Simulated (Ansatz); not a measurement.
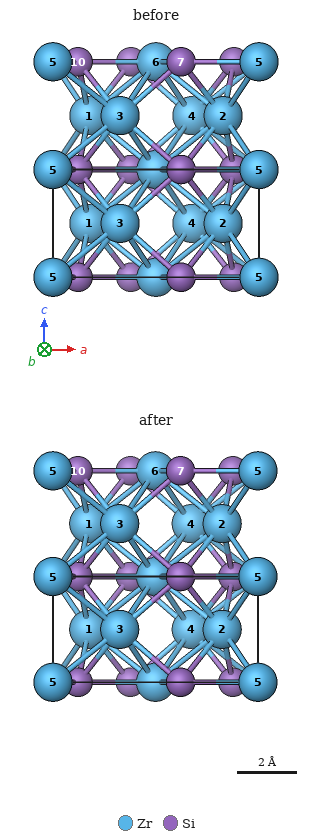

The structure of crystalline Zr3Si2 (set up in P4/mbm) before (top) and after (bottom) a relaxation, at one scale.

A ball-and-stick model of the cell of the calculation, repeated 1 × 1 × 2 with one cell outlined, seen along the b axis.

Level of theory: DFT PBEsol, scalar-relativistic, plane waves, PAW (Ansatz). (plane-wave cutoff 420 eV; k-point mesh 6 × 6 × 10; occupations gaussian; smearing width 0.1 eV; no spin polarisation; cell and atoms relaxed; force threshold 0.005 eV/Å; at most 80 steps)

Describe what moved and what it gained.

Answer. The largest moves relative to the cell, 0.005 Å, are those of Si atoms. By element the largest moves are Si 0.005 Å, Zr 0.004 Å. The drawn cell changes as follows: a = b 7.103 → 7.066 Å (−0.5 %), c 3.714 → 3.644 Å (−1.9 %); the volume changes by −2.9 %. Among the contacts that change: Si–Zr 2.766 → 2.728 Å, Zr–Zr 3.215 → 3.183 Å, Si–Zr 2.829 → 2.803 Å, Zr–Zr 3.497 → 3.487 Å. The space group stays P4/mbm (No. 127). Over 3 accepted moves (5 points after the start) the energy falls by 7.2 meV per atom. The largest force component goes from 0.072 to 0.0045 eV/Å. Pressure: −3.77 GPa at the start and 0.01 GPa at the end. The line search rejected the trial step at point 1 of the run. The SCF was repeated once at an unchanged geometry on a basis and grid sized afresh for the cell, which shifted the energy by 0.1 meV per atom at most. The run took 2.3 min on 2 threads of Arm Neoverse V1 (shared host), peak memory 0.77 GiB.
